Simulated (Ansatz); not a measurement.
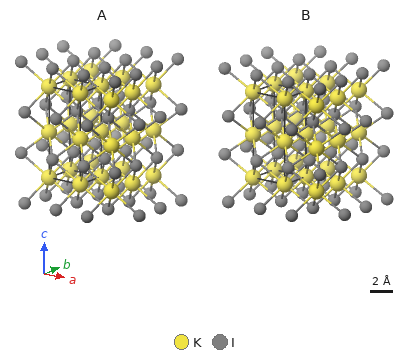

Two geometries of a crystal of KI (built on the NiAs type), drawn at one scale. One is the start of a relaxation, the other its converged end. Style: ball-and-stick. Shown: the cell of the calculation, repeated 2 × 2 × 1 with one cell outlined, slightly off an axis.

These are results of Ansatz, DFT, PBEsol, plane waves, PAW, not measurements. Settings: plane-wave cutoff 420 eV; k-point mesh 6 × 6 × 4; occupations fermi dirac; smearing width 0.03 eV; no spin polarisation; cell and atoms relaxed; force threshold 0.01 eV/Å; at most 120 steps.

> Which one is relaxed?

Structure A is the relaxed one. After 3 accepted moves (4 points after the start) the energy has fallen by 8.6 meV per atom. All forces vanish by symmetry, so only the cell relaxes. Pressure: 0.47 GPa at the start and 0.00 GPa at the end. The SCF was repeated once at an unchanged geometry on a basis and grid sized afresh for the cell, which shifted the energy by 0.1 meV per atom at most. No atom moves by more than 0.005 Å relative to the cell. The drawn cell changes as follows: a = b 4.910 → 4.841 Å (−1.4 %), c 8.003 → 8.495 Å (+6.1 %); the volume changes by +3.2 %. Among the contacts that change: I–K 3.470 → 3.510 Å. Among the angles between lasting bonds that change: K–I–K 70.4° → 74.5°, I–K–I 89.9° → 92.8°, K–I–K 90.1° → 87.2°. The space group stays P6_3/mmc (No. 194).
